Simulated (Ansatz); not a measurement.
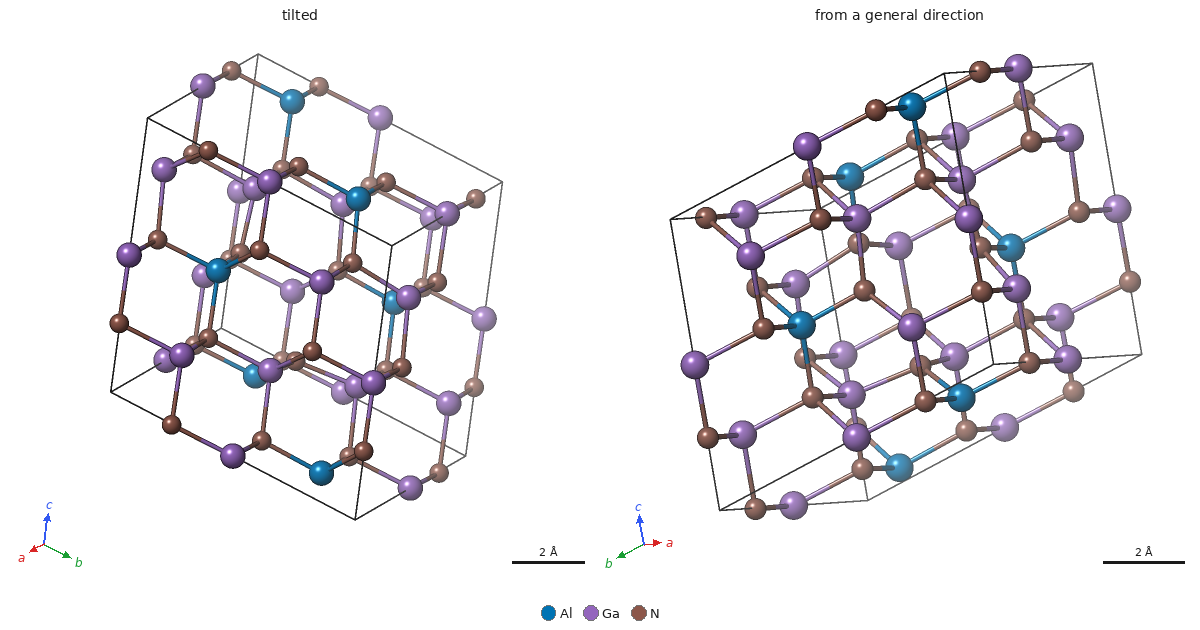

Ball-and-stick drawing of the structure, looking slightly off an axis and from a general direction. The supercell is drawn as a box. The host is AlGa₃N₄, in a cell of 32 sites, and the cell carries a charge of -3.

> What kind of defect was put in?

A gallium vacancy. Around the empty site lie four N at about 2.1 Å.

Setup: DFT PBEsol, scalar-relativistic, plane waves, PAW (Ansatz 0.2.0); a cutoff energy of 420 eV, k-point mesh 2×2×2, Gaussian smearing of 0.01 eV, collinear spins.

> Is there a net spin in the supercell?

No net moment.

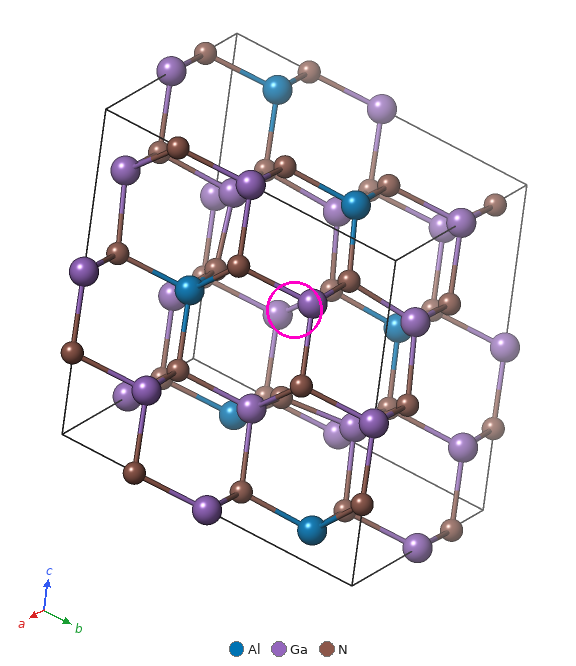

The same cell with a ring at the defect's site.

The atoms were relaxed in the host's cell with Ansatz 0.2.0, DFT PBEsol, scalar-relativistic, plane waves, PAW.
